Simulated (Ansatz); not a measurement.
Band-structure calculation, with input and output: CdI2

CdI2 (3 atoms in the cell), computed with DFT PBE, scalar-relativistic, plane waves, PAW, no spin polarisation (Ansatz 0.2.0).

The structure derives from an entry of the Crystallography Open Database. Figures and captions count atoms from 1; the log counts them from 0 in places.

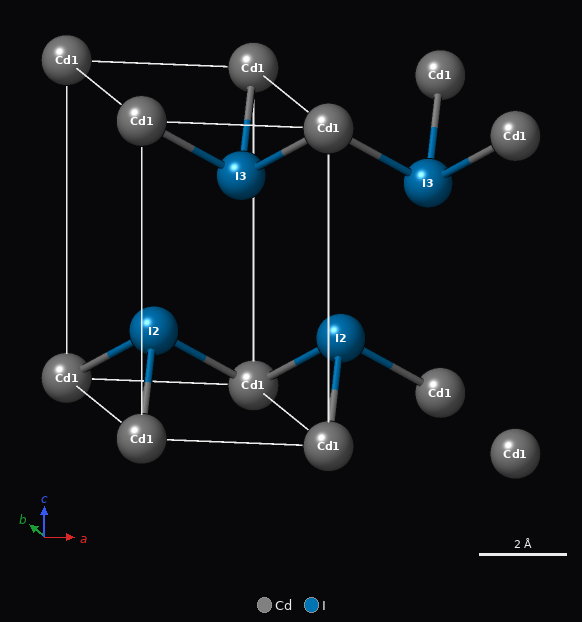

**Figure 1.** The structure as given in the input (ball-and-stick view of the cell of the calculation, repeated 2 × 1 × 1, seen at an oblique angle; atoms are numbered from 1 in the order of the input). An atom can appear more than once, as a periodic image. Near neighbours in the periodic cell (some may lie outside the picture): Cd has 6 I at 3.03 Å; I has 3 Cd at 3.03 Å.

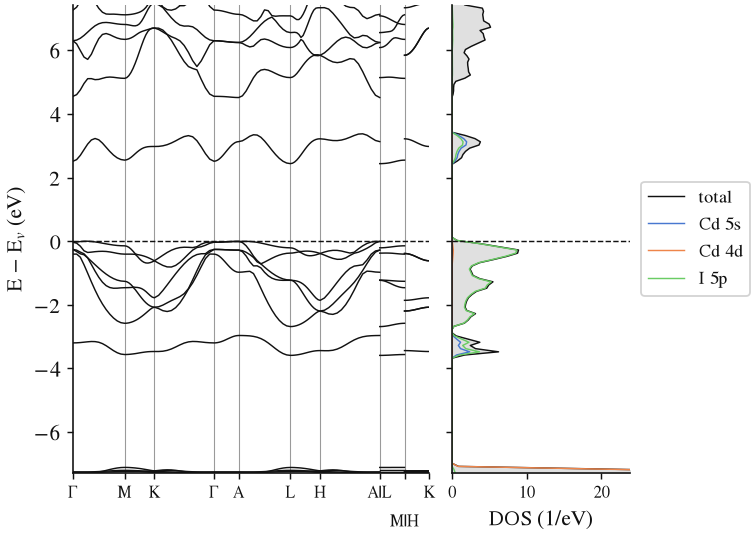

**Figure 2.** Band structure along Γ–M–K–Γ–A–L–H–A|L–M|H–K and density of states (projected on Löwdin-orthogonalised atomic shells), with energies from the valence-band top. There is a gap of 2.44 eV on this path, indirect, from A to L.

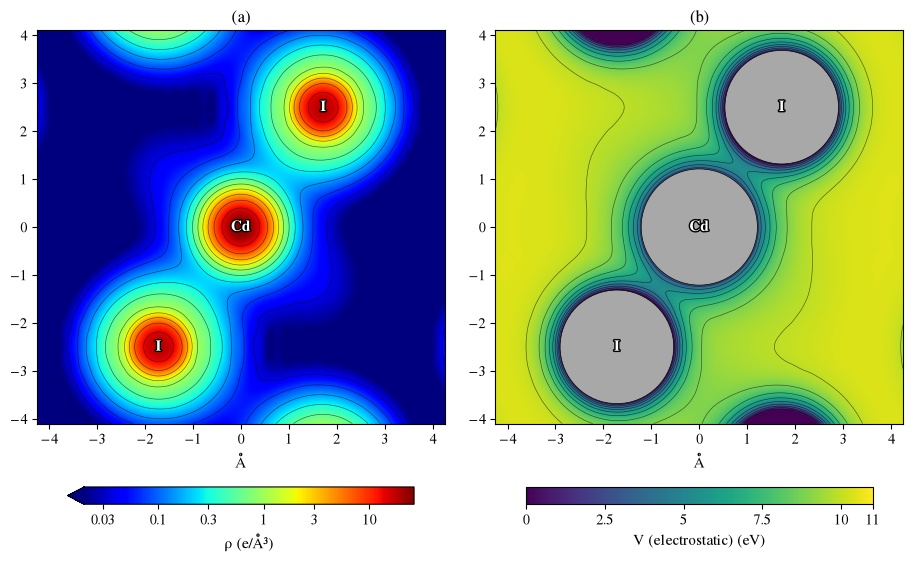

**Figure 3.** (a) valence charge density (pseudo); (b) electrostatic potential (local pseudopotential plus Hartree) felt by an electron on the (110) plane of the conventional cell. Grey discs, where drawn, cover atomic cores. The section cuts through Cd and I sites. Cd–I (3.03 Å): ρ is about 0.24 e/Å³ halfway. The density dies away to nearly zero in the voids. Outside the cores the potential energy rises away from the atoms and is highest about 3.0 Å from the nearest atoms; outside the discs it spans about 10 eV, and its zero is arbitrary. The fields are those of the smooth PAW valence density.

The input and output of the run follow.

The input
```yaml
crystal:
  lattice:
    - [4.3297118354, 0.0, 0.0]
    - [-2.1648559177, 3.7496404406, 0.0]
    - [0.0, 0.0, 7.8151330911]
  atoms:
    - { symbol: Cd, position: [0.0, 0.0, 0.0] }
    - { symbol: I, position: [0.3333333333, 0.6666666667, 0.2199462801] }
    - { symbol: I, position: [0.6666666667, 0.3333333333, 0.7800537199] }
basis:
  ecutwfc: 420
  ecutrho_ratio: 4
kpoints:
  mp_grid: { grid: [10, 10, 6] }
  band_path:
    path:
      - [[0.0, 0.0, 0.0], [0.5, 0.0, 0.0], [0.33333333, 0.33333333, 0.0], [0.0, 0.0, 0.0], [0.0, 0.0, 0.5], [0.5, 0.0, 0.5], [0.33333333, 0.33333333, 0.5], [0.0, 0.0, 0.5]]
      - [[0.5, 0.0, 0.5], [0.5, 0.0, 0.0]]
      - [[0.33333333, 0.33333333, 0.5], [0.33333333, 0.33333333, 0.0]]
    npoints: 14
hamiltonian:
  xc: pbe
scf:
  occupations: { method: gaussian, width: 0.05 }
  n_extra_bands: 14
output:
  forces: true
  stress: true
  eigenvalues: true
  populations: true
  dos: { projected: true, de: 0.02, nscf_kmesh: { grid: [15, 15, 9] } }
  bader: true
  write_density: true
  write_potential: true
  elf: true
  volumetric_format: npy
```

Command:
```bash
ansatz run input.yaml --threads 2 --pin off --max-ram 2662MiB --backend cpu --events-out ev --progress --plain --runs-dir out
```

The program's output
```
scf.n_extra_bands = 14 over 27 filled bands (N_el = 54.0): the run solves 41 bands
Engine: ansatz 0.2.0, x86_64-unknown-linux-gnu
Pseudopotentials: kind: paw
Pseudopotential: Cd, paw, valence charge 20, recommended cutoff 420 eV (normal), Cd.paw.azcp
Pseudopotential: I, paw, valence charge 17, recommended cutoff 420 eV (normal), I.paw.azcp
Functional definition: PBE
  parameter kappa = 0.804
  parameter beta = 0.06672455060314922
  exchange = pbe_x(kappa = kappa, mu = beta*pi^2/3)
  correlation = pbe_c(beta = beta)
Crystal: 3 atoms, lattice volume = 126.878 Å³
Basis set: ecut = 420 eV, 2457 PW (Γ), exchange–correlation on 60×60×108 points (8 copies of the dense FFT grid, shifted against one another)
Bands: 41, of which v1, the nominal top of the filled ones, is band 27 counted from 1 (26 counted from 0)
Symmetry: 12 space group operations
Space group: P-3m1 (ITA 164), of the structure as read, at distance tolerance 5.0e-5 Å
k-points: 72 of 600
Non-local potential: Cd, projectors of the file, l = 0: 3, l = 1: 2, l = 2: 2, l = 3: 1
Non-local potential: I, projectors of the file, l = 0: 2, l = 1: 2, l = 2: 2, l = 3: 2
PAW form: soft (Blöchl's): semilocal exchange-correlation on the pseudo side does not see the compensation charge
PAW one-centre angular grid: Cd, 590 points (default); XC on 64 Gauss nodes
PAW one-centre angular grid: I, 590 points (default); XC on 64 Gauss nodes
Initial density: superposition of atomic densities (neutral atoms: chi_scale 0, normalization atom), corrected by the library's trained network
Initial wavefunctions: pseudopotential atomic-orbital guess
Functional: x = pbe(κ = 0.804, μ = 0.2195149727645171), c = pbe(β = 0.06672455060314922)
SCF iter   1: F=—  HF=-23282.049162 eV  |F-HF|=—  |Δ(HF+E_count)|=         —  Δρ=7.16e-4  dr2=1.16e-3  ethr=1.77e-3  ⟨swp⟩=7.6  Hψ=14898  notcnv=0  defer=296
preconditioner: auto → Resta (q_TF=auto, 2.366 Å⁻¹)  ε∞=2.4  [insulator: Δε(μ)=2.417 eV  Ē_g=14.233 eV  σ=0.050 eV  W_gap=1.00  n_scr=34 (ndim 8)  ℏωp=16.8 eV  f_vac=0.249  D(μ)=0.00/eV (n_scr^D=0)  ε∞_Penn≈2.4]
SCF iter   2: F=—  HF=-23282.049018 eV  |F-HF|=—  |Δ(HF+E_count)|=   1.44e-4  Δρ=4.51e-4  dr2=5.29e-4  ethr=2.15e-6  ⟨swp⟩=3.2  Hψ=6171  notcnv=0  defer=447
SCF iter   3: F=—  HF=-23282.049131 eV  |F-HF|=—  |Δ(HF+E_count)|=   1.13e-4  Δρ=2.43e-4  dr2=3.29e-4  ethr=9.80e-7  ⟨swp⟩=2.0  Hψ=3346  notcnv=0  defer=447
SCF iter   4: F=—  HF=-23282.049044 eV  |F-HF|=—  |Δ(HF+E_count)|=   8.62e-5  Δρ=7.50e-5  dr2=1.44e-5  ethr=6.09e-7  ⟨swp⟩=2.0  Hψ=2690  notcnv=0  defer=447
SCF iter   5: F=—  HF=-23282.049030 eV  |F-HF|=—  |Δ(HF+E_count)|=   1.41e-5  Δρ=2.27e-5  dr2=1.15e-6  ethr=2.68e-8  ⟨swp⟩=2.0  Hψ=2842  notcnv=0  defer=447
SCF iter   6: F=-23282.049030 eV  HF=-23282.049030 eV  |F-HF|=1.73e-8  |Δ(HF+E_count)|=   1.30e-7  Δρ=6.39e-6  dr2=7.03e-8  ethr=1.85e-10  ⟨swp⟩=15.1  Hψ=24102  notcnv=0
SCF 1 converged in 6 iterations: F = -23282.049030 eV  dr2 = 7.03e-8
  greatest PAW one-centre occupation: 1.000 electrons in one spin orbital (limit 2), on the Cd atom at site 0 (counted from 0), in its partial waves of l = 0
NSCF: frozen V_eff on 129 k-points
NSCF: frozen V_eff on 211 k-points
SCF converged after 6 iterations
Free energy (F): -23282.049030 eV
Harris-Foulkes:  -23282.049030 eV  (|F-HF|=1.73e-8)
Internal energy: -23282.049030 eV  (E = F + TS)
E sigma→0 (E₀):  -23282.049030 eV
Fermi energy:    5.358425 eV
--- Per-component energies (eV) ---
  E_band       = -1361.244874
  E_kinetic    = 880.814160
  E_local      = -9887.562693  (includes V_loc(G=0)·N_el)
  E_nonlocal   = -147.307714
  E_hartree    = 4822.105866
  E_xc         = -431.383638
  E_vxc        = -476.767116  (∫ρ·V_xc dr)
  E_paw        = -13716.629300  (= ΣΔE_a)
  E_vpaw       = -1374.627181  (= ΣTr[D̂ρ^β])
  E_aug_tail   = 0.000026  (compensation charges beyond the density's cutoff)
  E_ewald      = -4802.085737
  E_smearing   = -0.000000  (= −TS)
  E_closure    = -0.000000  (closes the sum)
  Σ components = -23282.049030   (vs F -23282.049030, Δ=0.00e0)
--- Forces (eV/Å), atoms counted from 1 ---
  atom   1  Cd     0.00000000     0.00000000     0.00000000
  atom   2  I      0.00000000     0.00000000    -0.00007921
  atom   3  I      0.00000000    -0.00000000     0.00007921
  max |Σ_I F_I| component: 4.63e-18 eV/Å
--- Stress (GPa, compression-positive) ---
       -0.001571       0.000000       0.000000
        0.000000      -0.001571      -0.000000
        0.000000       0.000000      -0.005097
  P = ⅓ Tr σ = -0.0027 GPa (-0.027 kbar)
--- Band table (eV; the first three rows and the last of 72) ---
  k-point 0: bands = ["-97.2179", "-58.2901", "-58.2901", "-58.2874", "-39.4967", "-39.4967", "-39.4967", "-39.4967", "-39.4787", "-39.4787", "-39.4784", "-39.4784", "-39.4720", "-39.4719", "-7.6114", "-7.1162", "-3.2931", "-3.2931", "-3.1819", "-3.1190", "-3.1190", "0.9381", "3.7284", "3.8765", "3.8765", "4.1027", "4.1027", "6.6479", "8.6872", "10.4341", "10.4341", "11.3980", "12.8909", "13.1984", "13.1984", "14.4136", "14.7839", "14.7839", "15.0005", "15.0694", "15.1586"]
  k-point 1: bands = ["-97.2179", "-58.2901", "-58.2901", "-58.2874", "-39.4967", "-39.4967", "-39.4967", "-39.4967", "-39.4787", "-39.4787", "-39.4784", "-39.4784", "-39.4720", "-39.4719", "-7.6046", "-7.1252", "-3.2930", "-3.2930", "-3.1814", "-3.1190", "-3.1190", "0.9896", "3.5809", "3.8708", "3.8708", "4.1094", "4.1094", "6.8072", "8.6820", "10.4202", "10.4202", "11.3689", "12.7727", "13.1394", "13.1394", "14.3477", "14.7172", "14.9119", "14.9119", "15.3293", "15.3293"]
  k-point 2: bands = ["-97.2179", "-58.2901", "-58.2901", "-58.2874", "-39.4967", "-39.4967", "-39.4967", "-39.4967", "-39.4787", "-39.4787", "-39.4784", "-39.4784", "-39.4720", "-39.4719", "-7.5902", "-7.1439", "-3.2930", "-3.2930", "-3.1804", "-3.1190", "-3.1190", "1.1051", "3.2993", "3.8602", "3.8602", "4.1219", "4.1219", "7.1127", "8.6640", "10.3931", "10.3931", "11.3023", "12.5739", "13.0370", "13.0370", "14.2170", "14.7151", "15.2504", "15.2504", "15.6820", "15.6820"]
  k-point 71: bands = ["-97.2179", "-58.2902", "-58.2902", "-58.2874", "-39.4965", "-39.4964", "-39.4964", "-39.4963", "-39.4788", "-39.4787", "-39.4786", "-39.4785", "-39.4717", "-39.4717", "-7.0457", "-7.0362", "-3.1640", "-3.1462", "-3.1045", "-3.0816", "-3.0618", "0.6924", "1.8799", "1.9909", "2.4041", "3.6765", "3.8089", "7.3308", "9.8778", "10.0952", "11.4682", "11.9257", "12.5696", "12.7424", "13.1443", "14.3173", "14.9333", "16.5669", "16.9959", "17.8637", "17.9938"]
--- Löwdin populations: 3 sites ---
  site symbol       q [e]
     0     Cd     18.8262
     1      I     17.4714
     2      I     17.4714
  spilling = 0.004278 (of n_electrons = 54.000000)
--- Bader charges: 3 sites ---
  site symbol  charge [e]  shift [e]
     0     Cd      0.8028     0.0000
     1      I     -0.4014     0.0000
     2      I     -0.4014     0.0000
  estimated error of the sums over rays = 4.0e-4 e
```

File bader_charges.tsv
```
# site	symbol	x_ang	y_ang	z_ang	partial_charge_e	electrons	volume_ang3	relative_density_drop	shared_charge_e	partial_wave_shift_e
# quadrature_error_electrons = 4.0e-4
0	Cd	0.0000	0.0000	0.0000	0.80285	47.19715	20.03	-	0.80285	0.00001
1	I	0.0000	2.4998	1.7189	-0.40143	53.40143	48.49	-	-0.40143	0.00001
2	I	2.1649	1.2499	6.0962	-0.40142	53.40142	48.49	-	-0.40142	0.00001
```

Results in brief

```json
{"quantity": "outcome", "value": "converged"}
{"quantity": "space group (tolerance 0.01 Å)", "value": "P-3m1 (164)"}
{"quantity": "electrons treated", "value": "54"}
{"quantity": "free energy", "value": "−23282.0490 eV"}
{"quantity": "Fermi energy", "value": "5.358 eV"}
{"quantity": "gap on the k-point mesh", "value": "2.43 eV"}
{"quantity": "gap on the band path", "value": "2.44 eV"}
{"quantity": "pressure", "value": "0.00 GPa"}
{"quantity": "largest force (length of the vector)", "value": "under 0.001 eV/Å"}
{"quantity": "hardware", "value": "2 threads of Intel Xeon @ 2.50GHz (Skylake/Cascade Lake), 32 GiB of memory available, shared host"}
{"quantity": "wall time", "value": "51 s (CPU time 1.7 min)"}
{"quantity": "peak memory", "value": "0.87 GiB"}
```

Notes

Spin-orbit coupling is left out, which matters for I.
